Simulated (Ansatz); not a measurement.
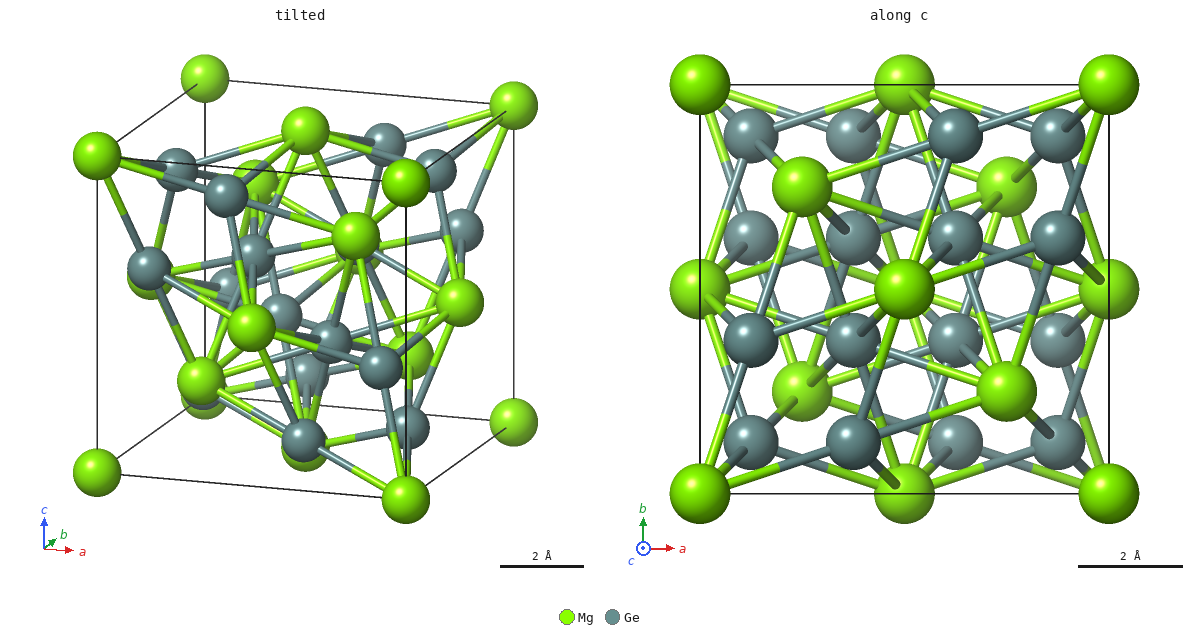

Drawn in the ball-and-stick manner and seen slightly off an axis and along the c axis. The lines enclose the conventional unit cell; boundary atoms appear with their images. Cell: a = 7.90 Å, b = 7.90 Å, c = 7.90 Å, α = 90.00°, β = 90.00°, γ = 90.00°.

Origin of the cell: a structure type filled with these elements by a generator (whether the compound takes this form wasn't checked). Earlier steps of the study may have refined or changed the cell and positions. It went into a calculation with Ansatz.

**Give a description of the structure.**

It has the composition MgGe2. The structure has Fd-3m (No. 227) symmetry and a face-centred cubic lattice. Prototype: cubic Laves phase (C15, MgCu₂ type). Content of the cell: 8 Mg, 16 Ge (Z = 8). The neighbours of Mg are twelve Ge at about 3.3 Å. The bonds build a three-dimensional framework.

Run with DFT PBE, scalar-relativistic, plane waves, PAW in Ansatz and these settings: wavefunction cutoff 420 eV, k-points about 0.17 Å⁻¹ apart, Gaussian smearing of 0.1 eV, no spin polarisation.

**Predict the gap.**

A metal: bands cross the Fermi level.

**State the Bader charges by element.**

Mg +1.25 e; Ge -0.63 e.

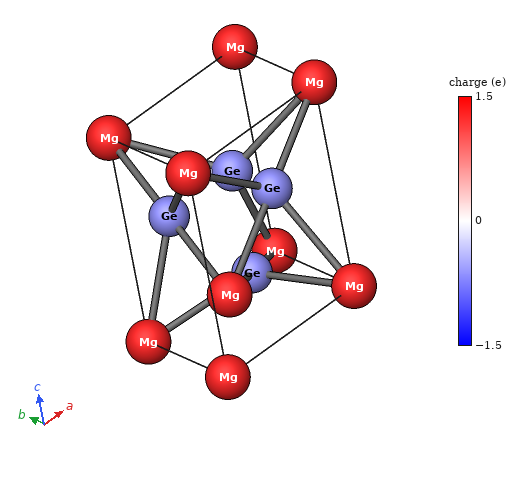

The atoms coloured by those charges. The run's cell of 6 atoms is drawn, so axes and origin can differ from the first picture.

**Is the structure in equilibrium?**

Yes. All forces vanish to within 0.01 eV/Å. The pressure is 0.0 GPa, close to zero.
